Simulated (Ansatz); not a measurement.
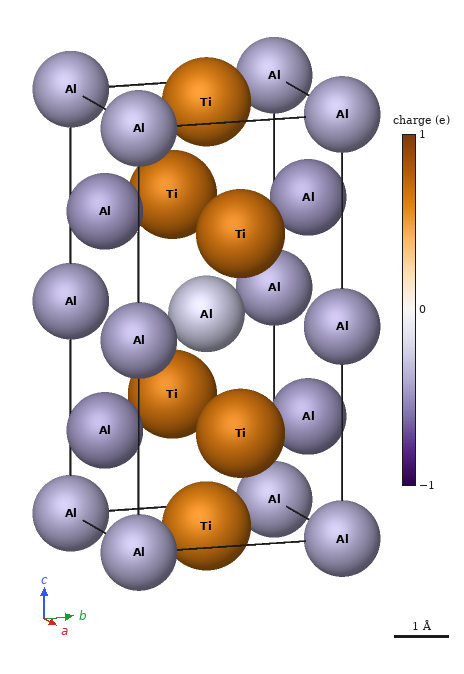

The crystal in a spheres-only representation, seen slightly off an axis. Lines trace the edges of the simulation cell. The atoms of this Ti$_{3}$Al$_{5}$ cell are coloured by their Bader charge.

The numbers come from Ansatz 0.2.0, DFT PBEsol, scalar-relativistic, plane waves, PAW, using a cutoff energy of 420 eV, k-points on a 10×10×6 grid, Gaussian smearing of 0.1 eV, no spin polarisation.

### What charges do the elements carry?

Most positive: Ti; most negative: Al. Charges: about Ti +0.6 to +0.7 e; Al -0.4 to -0.3 e.

Its origin is a structure listed in the Materials Project. Earlier steps of the study, as a rule a relaxation of our own, may have changed the cell and positions, so they can lie some per cent off the listed ones. It went into a calculation with Ansatz.
